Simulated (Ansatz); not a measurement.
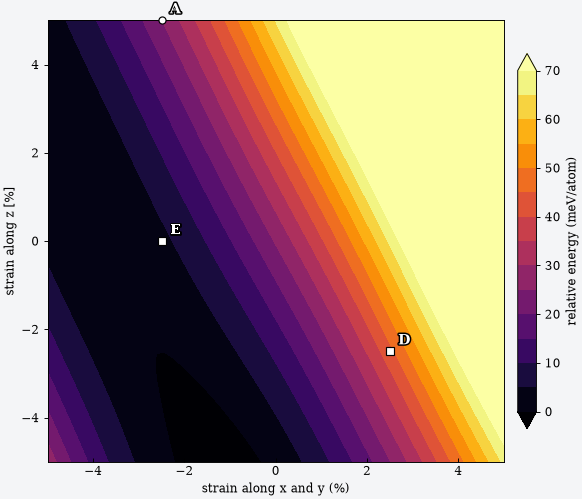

Sn (Immm, No. 71; 1 atom in the cell). 
- The cell is strained homogeneously, by one strain along x and y and another along z, with fractional coordinates fixed (x along [1 0 0], z along [0 0 1] of the conventional cell).
- Coordinates scanned: (1) strain along x and y; (2) strain along z.
- The grid has 5 × 5 points.
- Points are written as (first, second).
- All energies are given in meV/atom relative to the lowest grid point.
- The reference cell is the one listed in the database, not relaxed at this level.
- Level of theory: DFT PBEsol, scalar-relativistic, plane waves, PAW (Ansatz). Settings: cutoff 420 eV, k-mesh 20×20×20, gaussian smearing 0.15 eV, no spin polarisation.

The picture shows filled contours, one colour for all values above the top of the scale, lettered points. Between grid points the surface is interpolated.

### Rank the lettered points by energy, lowest first.

E (3.7 meV/atom), A (25 meV/atom), D (43 meV/atom).
